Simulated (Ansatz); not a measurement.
**What a change does: single-point calculation on InP**

System: InP (F-43m, 2 atoms in the cell).
Method of run A: DFT, PBEsol, plane waves, PAW, no spin polarisation (Ansatz 0.2.0).

The structure derives from an entry of the Crystallography Open Database. Text and figures count atoms from 1; the logs count them from 0 in places.

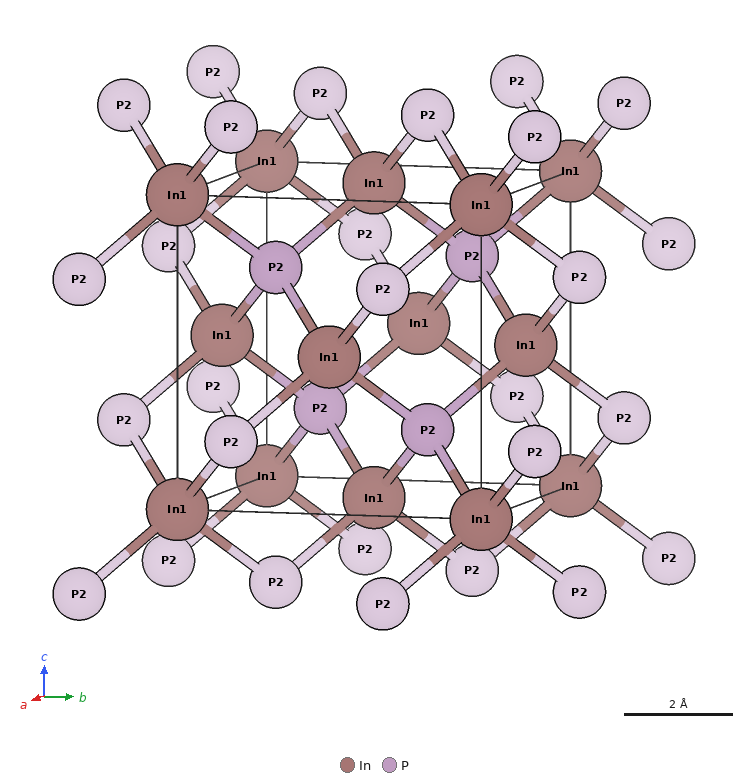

**Figure 1.** The input geometry (ball-and-stick view of the cell 4 times as large as that of the calculation, set on its symmetry axes, seen slightly off an axis; neighbours outside the cell are drawn fainter; atoms are numbered from 1 in the order of the input). An atom can appear more than once, as a periodic image. Near neighbours in the periodic cell (some may lie outside the picture): In has 4 P at 2.55 Å; P has 4 In at 2.55 Å.

## The input, run A
```yaml
crystal:
  lattice:
    - [0.0, 2.9390910373, 2.9390910373]
    - [2.9390910373, 0.0, 2.9390910373]
    - [2.9390910373, 2.9390910373, 0.0]
  atoms:
    - { symbol: In, position: [0.0, 0.0, 0.0] }
    - { symbol: P, position: [0.75, 0.75, 0.75] }
basis:
  ecutwfc: 420
kpoints:
  mp_grid: { grid: [10, 10, 10] }
hamiltonian:
  xc: pbesol
scf:
  occupations: { method: tetrahedron_uncorrected }
output:
  forces: true
  eigenvalues: true
  stress: true
```

Launched with:
```bash
ansatz run input.yaml --threads 2 --pin off --max-ram 5120MiB --backend cpu --events-out ev --progress --plain --runs-dir out
```

Hardware: 2 threads of Intel Xeon @ 2.50GHz (Skylake/Cascade Lake), 192 GiB of memory available, shared host.

## Output, shortened to warnings, some set-up lines, iterations and results (run A)
```
Basis set: ecut = 420 eV, 965 PW (Γ), exchange–correlation on 60×60×60 points (8 copies of the dense FFT grid, shifted against one another)
Symmetry: 24 space group operations
k-points: 47 of 1000 (time reversal used)
Initial density: superposition of atomic densities (neutral atoms: chi_scale 0, normalization atom), corrected by the library's trained network
[...]
SCF iter   1: F=—  HF=-6265.876873 eV  |F-HF|=—  |Δ(HF+E_count)|=         —  Δρ=5.44e-3  dr2=2.69e-2  ethr=1.77e-3  ⟨swp⟩=6.7  Hψ=4251  notcnv=0
SCF iter   2: F=—  HF=-6265.867335 eV  |F-HF|=—  |Δ(HF+E_count)|=   9.54e-3  Δρ=1.81e-3  dr2=1.54e-3  ethr=1.49e-4  ⟨swp⟩=3.0  Hψ=1402  notcnv=0
SCF iter   3: F=—  HF=-6265.866958 eV  |F-HF|=—  |Δ(HF+E_count)|=   3.77e-4  Δρ=5.14e-4  dr2=1.60e-4  ethr=8.54e-6  ⟨swp⟩=3.0  Hψ=1355  notcnv=0
SCF iter   4: F=—  HF=-6265.866976 eV  |F-HF|=—  |Δ(HF+E_count)|=   1.76e-5  Δρ=2.45e-4  dr2=3.08e-5  ethr=8.91e-7  ⟨swp⟩=2.4  Hψ=923  notcnv=0
SCF iter   5: F=—  HF=-6265.866989 eV  |F-HF|=—  |Δ(HF+E_count)|=   1.33e-5  Δρ=4.53e-5  dr2=1.49e-6  ethr=1.71e-7  ⟨swp⟩=3.0  Hψ=1030  notcnv=0
SCF iter   6: F=-6265.866989 eV  HF=-6265.866989 eV  |F-HF|=3.01e-9  |Δ(HF+E_count)|=   2.91e-7  Δρ=4.19e-6  dr2=7.56e-9  ethr=5.56e-10  ⟨swp⟩=4.0  Hψ=2835  notcnv=0
SCF 1 converged in 6 iterations: F = -6265.866989 eV  dr2 = 7.56e-9
SCF converged after 6 iterations
Free energy (F): -6265.866989 eV
Harris-Foulkes:  -6265.866989 eV  (|F-HF|=3.01e-9)
Internal energy: -6265.866989 eV  (E = F + TS)
E sigma→0 (E₀):  -6265.866989 eV
Fermi energy:    6.781571 eV
--- Per-component energies (eV) ---
  E_band       = -55.527088
  E_kinetic    = 313.355319
  E_local      = -1404.321982  (includes V_loc(G=0)·N_el)
  E_nonlocal   = 402.764572
  E_hartree    = 552.259271
  E_xc         = -274.038611
  E_vxc        = -160.070381  (∫ρ·V_xc dr)
  E_paw        = -4639.027461  (= ΣΔE_a)
  E_vpaw       = -311.773879  (= ΣTr[D̂ρ^β])
  E_aug_tail   = 0.000029  (compensation charges beyond the density's cutoff)
  E_ewald      = -1217.140125
  E_core_change = 0.281999  (= ΣΔE_core)
  E_smearing   = -0.000000  (= −TS)
  E_closure    = -0.000000  (closes the sum)
  Σ components = -6265.866989   (vs F -6265.866989, Δ=0.00e0)
--- Forces (eV/Å), atoms counted from 1 ---
  atom   1  In    -0.00000000     0.00000000     0.00000000
  atom   2  P      0.00000000    -0.00000000     0.00000000
  max |Σ_I F_I| component: 1.48e-16 eV/Å
--- Stress (GPa, compression-positive) ---
        0.006672       0.000000      -0.000000
        0.000000       0.006672       0.000000
       -0.000000       0.000000       0.006672
  P = ⅓ Tr σ = 0.0067 GPa (0.067 kbar)
```

For run B the input was changed thus:
```diff
+  dispersion: d3bj
-  occupations: { method: tetrahedron_uncorrected }
+  occupations: { method: tetrahedron }
```

Predict how the results change.

The total energies belong to different models, so their difference says nothing on which is more stable or more accurate. The pressure goes from 0.01 to −1.86 GPa. The number of SCF iterations is the same.

## Output, shortened to warnings, some set-up lines, iterations and results (run B)
```
Warning: output.forces, output.stress, relax.cell or npt_langevin: where a Kohn–Sham band that disperses or a degenerate level is filled in part under the method tetrahedron, the forces or the stress that this run publishes need not agree with its energy (scf.occupations.method in the input reference, under Limitations); prefer a smearing scheme for the forces or the stress
Basis set: ecut = 420 eV, 965 PW (Γ), exchange–correlation on 60×60×60 points (8 copies of the dense FFT grid, shifted against one another)
Symmetry: 24 space group operations
k-points: 47 of 1000 (time reversal used)
Initial density: superposition of atomic densities (neutral atoms: chi_scale 0, normalization atom), corrected by the library's trained network
[...]
SCF iter   1: F=—  HF=-6266.468725 eV  |F-HF|=—  |Δ(HF+E_count)|=         —  Δρ=5.44e-3  dr2=2.69e-2  ethr=1.77e-3  ⟨swp⟩=6.7  Hψ=4251  notcnv=0
SCF iter   2: F=—  HF=-6266.459187 eV  |F-HF|=—  |Δ(HF+E_count)|=   9.54e-3  Δρ=1.81e-3  dr2=1.54e-3  ethr=1.49e-4  ⟨swp⟩=3.0  Hψ=1402  notcnv=0
SCF iter   3: F=—  HF=-6266.458810 eV  |F-HF|=—  |Δ(HF+E_count)|=   3.77e-4  Δρ=5.14e-4  dr2=1.60e-4  ethr=8.54e-6  ⟨swp⟩=3.0  Hψ=1355  notcnv=0
SCF iter   4: F=—  HF=-6266.458827 eV  |F-HF|=—  |Δ(HF+E_count)|=   1.76e-5  Δρ=2.45e-4  dr2=3.08e-5  ethr=8.91e-7  ⟨swp⟩=2.4  Hψ=923  notcnv=0
SCF iter   5: F=—  HF=-6266.458841 eV  |F-HF|=—  |Δ(HF+E_count)|=   1.33e-5  Δρ=4.53e-5  dr2=1.49e-6  ethr=1.71e-7  ⟨swp⟩=3.0  Hψ=1030  notcnv=0
SCF iter   6: F=-6266.458841 eV  HF=-6266.458841 eV  |F-HF|=3.01e-9  |Δ(HF+E_count)|=   2.91e-7  Δρ=4.19e-6  dr2=7.56e-9  ethr=5.56e-10  ⟨swp⟩=4.0  Hψ=2835  notcnv=0
SCF 1 converged in 6 iterations: F = -6266.458841 eV  dr2 = 7.56e-9
SCF converged after 6 iterations
Stability not checked: this state was not tested for a lower state beside it, because cold or Methfessel-Paxton smearing, or corrected tetrahedra, fill the levels in a way that the test cannot read (fill_not_monotonic; see scf.lower_state_search)
Free energy (F): -6266.458841 eV
Harris-Foulkes:  -6266.458841 eV  (|F-HF|=3.01e-9)
Internal energy: -6266.458841 eV  (E = F + TS)
E sigma→0 (E₀):  -6266.458841 eV
Fermi energy:    6.781571 eV
--- Per-component energies (eV) ---
  E_band       = -55.527088
  E_kinetic    = 313.355319
  E_local      = -1404.321982  (includes V_loc(G=0)·N_el)
  E_nonlocal   = 402.764572
  E_hartree    = 552.259271
  E_xc         = -274.038611
  E_vxc        = -160.070381  (∫ρ·V_xc dr)
  E_paw        = -4639.027461  (= ΣΔE_a)
  E_vpaw       = -311.773879  (= ΣTr[D̂ρ^β])
  E_aug_tail   = 0.000029  (compensation charges beyond the density's cutoff)
  E_ewald      = -1217.140125
  E_disp       = -0.591852  (pairwise vdW)
  E_core_change = 0.281999  (= ΣΔE_core)
  E_smearing   = -0.000000  (= −TS)
  E_closure    = -0.000000  (closes the sum)
  Σ components = -6266.458841   (vs F -6266.458841, Δ=0.00e0)
--- Forces (eV/Å), atoms counted from 1 ---
  atom   1  In    -0.00000000     0.00000000     0.00000000
  atom   2  P      0.00000000    -0.00000000     0.00000000
  max |Σ_I F_I| component: 1.48e-16 eV/Å
--- Stress (GPa, compression-positive) ---
       -1.864898       0.000000      -0.000000
        0.000000      -1.864898       0.000000
        0.000000       0.000000      -1.864898
  P = ⅓ Tr σ = -1.8649 GPa (-18.649 kbar)
```

## The two runs side by side

```csv
quantity,run A,run B
outcome,converged,converged
free energy per atom (eV),−3132.9335,−3133.2294
gap on the mesh (eV),0.57,0.57
pressure (GPa),0.01,−1.86
largest force (eV/Å),0.000,0.000
SCF iterations,6,6
irreducible k-points,47,47
plane waves at Γ,965,965
wall time (shared host),2.9 s,2.2 s
```
